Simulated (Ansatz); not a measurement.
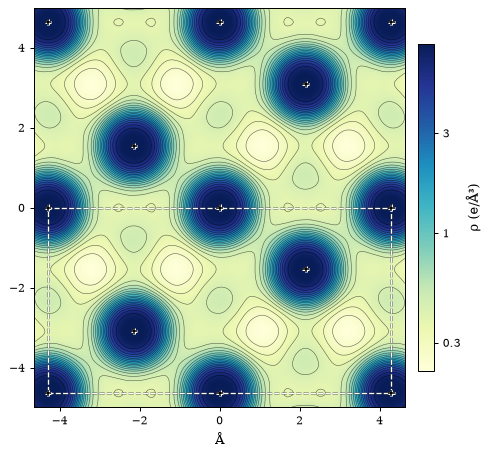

The valence charge density (pseudo) on a plane through atoms (crosses mark nuclei in the plane).

These are results of Ansatz, DFT, RPBE, plane waves (420 eV) with PAW, scalar-relativistic, not measurements.

Candidates:
A. Fe, a = 2.42 Å, b = 4.48 Å, c = 8.40 Å, α = 90.00°, β = 89.99°, γ = 90.00°. Space group Fddd; set up as Fe, beta-Sn type; a generated structure, not necessarily the stable one; changed on purpose from its base cell (volume × 0.92); computed pressure about 14 GPa in this cell; spin-polarised.
B. Os, a = 2.68 Å, b = 2.68 Å, c = 8.59 Å, α = 90.00°, β = 90.00°, γ = 120.00°. Space group P6₃/mmc; set up as Os, dhcp; a generated structure, not necessarily the stable one; changed on purpose from its base cell (volume × 0.92); computed pressure about 38 GPa in this cell; computed without spin polarisation.
C. Co, a = 2.80 Å, b = 2.80 Å, c = 2.80 Å, α = 90.00°, β = 90.00°, γ = 90.00°. Space group Im-3m; set up as Co, bcc; a generated structure, not necessarily the stable one; changed on purpose from its base cell (volume × 1.0); computed pressure about 8 GPa in this cell; spin-polarised.

Which candidate gave the map?

Answer. Candidate B: Os on the (110) plane of the conventional cell, which holds Os. Os–Os (2.65 Å): ρ at the midpoint is about 0.52 e/Å³.
